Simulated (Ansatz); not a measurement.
P (R-3m, No. 166): the end point of a relaxation with DFT PBEsol, scalar-relativistic, plane waves, PAW (Ansatz); the starting structure was generated, so it need not be a known form of this composition.

```
CELL_PARAMETERS angstrom
3.28861 0.00000 0.00000
-1.64430 2.84802 0.00000
0.00000 0.00000 13.96686
ATOMIC_POSITIONS crystal
P 0.00000 0.00000 0.00000
P 0.33333 0.66667 0.89551
P 0.00000 0.00000 0.77116
P 0.66667 0.33333 0.33333
P 0.00000 0.00000 0.22884
P 0.66667 0.33333 0.10449
P 0.33333 0.66667 0.66667
P 0.66667 0.33333 0.56218
P 0.33333 0.66667 0.43782
```

> What will a Z-contrast image along [001] show? Simulated incoherent Z contrast: every atom adds Z^1.7 spread by a probe of 0.87 Å full width; channelling and multiple scattering are left out. The probe carries 25 % of its weight in a tail 2.5 times as wide. The display is stretched by a gamma of 0.8; percentages refer to the linear signal. A slight drift and the speckle of an amorphous layer were added.

The columns repeat on a hexagonal net with a repeat of 1.90 Å (plane group p6mm). All columns are alike (P). The shortest distance between visible columns is 1.90 Å in projection. Along the beam the structure repeats every 13.97 Å.

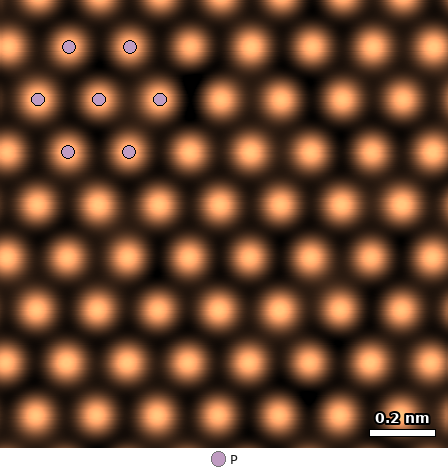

The simulated image, with the columns of the model marked in one corner.
